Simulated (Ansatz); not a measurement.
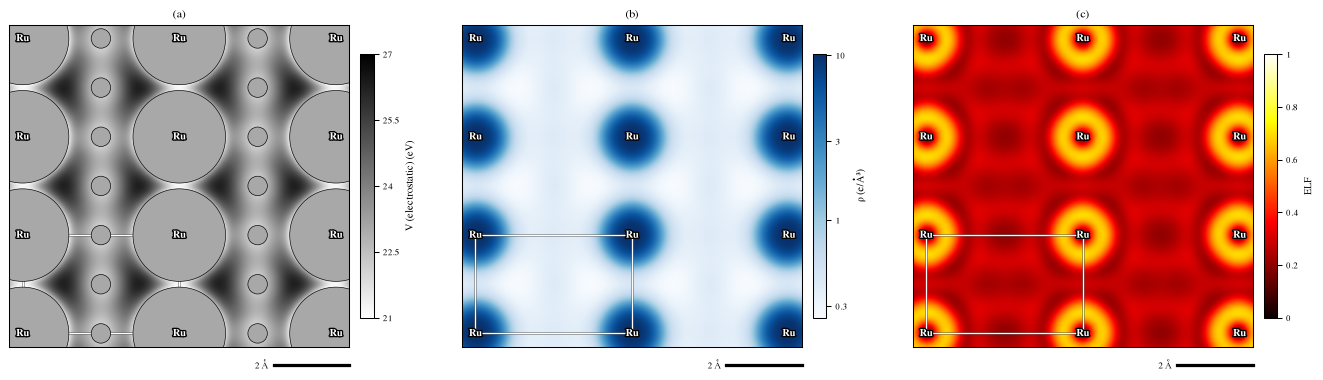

*Ru. (a) electrostatic potential energy of an electron; (b) valence pseudo-density; (c) ELF on the (100) plane of the conventional cell. Grey discs cover the atomic cores in the potential map.*

Space group P6/mmm; set up as Ru, omega (AlB2-type); a generated structure, not necessarily the stable one; changed on purpose from its base cell (volume × 0.96); computed pressure about 16 GPa in this cell; computed without spin polarisation.

The calculation used DFT, LDA (PW92), plane waves (420 eV) with PAW, scalar-relativistic in Ansatz.

In a PAW calculation such maps are meaningful between the atoms, not at the nuclei.

Q: Interpret the plot.

A: The plane passes through Ru nuclei.
Ru–Ru (2.60 Å): the density is about 0.46 e/Å³ at the midpoint; the ELF is about 0.30 at the midpoint; no shared electron pair shows on this line.
Between the atoms the lowest density in this plane is 0.26 e/Å³.
The features right at Ru lie inside the PAW spheres, where the map follows smoothed inner orbitals and isn't to be read closely.
Outside the cores the potential energy rises away from the atoms and is highest about 1.5 Å from the nearest atoms; its zero is arbitrary.
